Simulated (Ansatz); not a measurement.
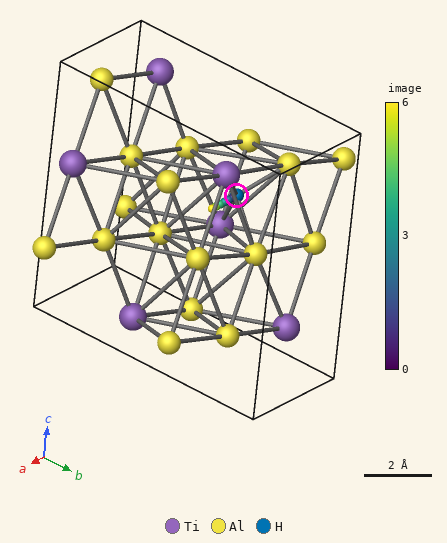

A search for the minimum-energy path of a defect cell of composition Ti$_{5}$Al$_{15}$H (21 atoms in the cell) by the nudged elastic band. Images are numbered from 0 (start) to 6 (end). The start is drawn whole; smaller spheres mark the moving atoms (H) in the later images, joined by lines and coloured by the number of the image. A ball-and-stick model of the simulation cell (origin moved), seen slightly off an axis. The moving atom is ringed, with any periodic copies. Bonds to atoms that aren't drawn are left out.

Theory: DFT PBE, scalar-relativistic, plane waves, PAW in Ansatz 0.2.0. Run with plane-wave cutoff 420 eV; k-point mesh 4 × 4 × 4; Gaussian smearing 0.1 eV; 5 movable images; climbing image.

> Describe the path and its energy.

The H atom travels furthest, 0.87 Å from end to end, along [0 −1 −1], on a straight line. At the highest image its nearest neighbour (Ti) is 1.90 Å away, against 1.88 Å at the start. The two ends have the same energy, and the highest point, image 3, lies 0.042 eV above the start. The band is converged.

Limits of the set-up: the periodic images lie only 7.5 Å apart, so the values are limited by the cell's size.
